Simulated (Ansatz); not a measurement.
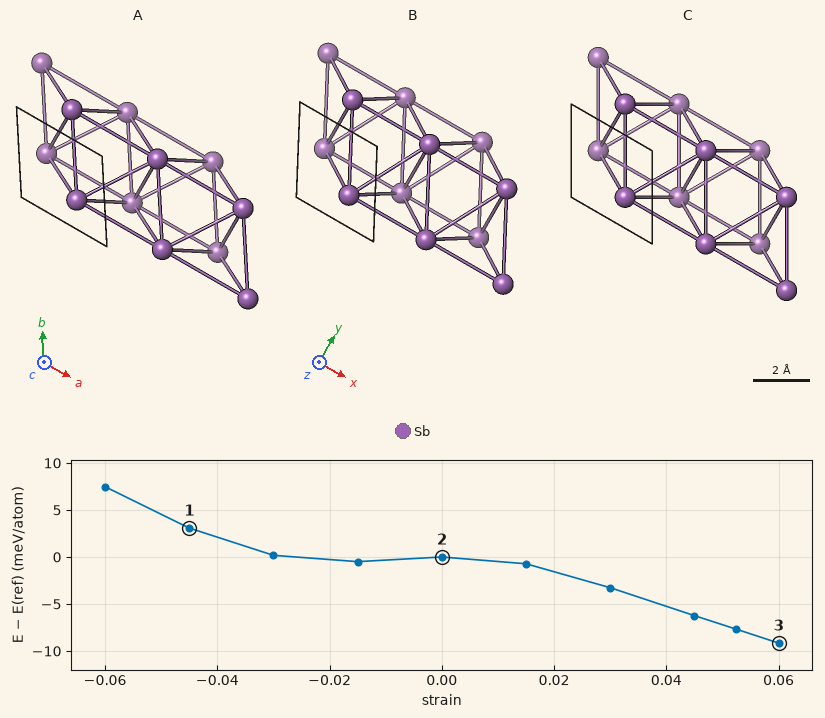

Energy scan for a crystal of Sb (P6_3/mmc), in which the cell is strained along x and oppositely along y, with the atoms kept at their fractional coordinates. x, y and z are the Cartesian axes of the input. The frames are shuffled; the numbered points of the plot belong to them. The picture is a ball-and-stick view of the cell of the calculation, repeated 3 × 2 × 1 with one cell outlined, seen along the c axis.

These are results of DFT PBEsol, scalar-relativistic, plane waves, PAW in Ansatz, not measurements. Settings: plane-wave cutoff 420 eV; k-point mesh 18 × 18 × 10; occupations gaussian; smearing width 0.15 eV; no spin polarisation. Energies (free energies at the smearing named) are counted from the cell as listed in its source, which wasn't relaxed.

Match the frames to the points.

Answer. Point 1 is frame B (the strain −0.045, 3.1 meV/atom); 2 is frame C (the strain 0.00, 0.0 meV/atom); 3 is frame A (the strain 0.06, −9.2 meV/atom). Of the computed points the lowest is at the strain 0.06, −9.2 meV/atom. Further local minima among the points: −0.015 (−0.5 meV/atom). A local maximum lies at 0.00 (0.0 meV/atom). The energy is still falling at the end of the range, so the minimum along this coordinate lies there or beyond. At the ends of the scan the energy is 7.5 meV/atom (−0.06) and −9.2 meV/atom (0.06). The distortion takes the space group from P6_3/mmc to Cmcm. At the strain −0.06 the cell of the drawing goes a 3.369 → 3.167 Å, b 3.369 → 3.474 Å, γ 120.0° → 117.1°.
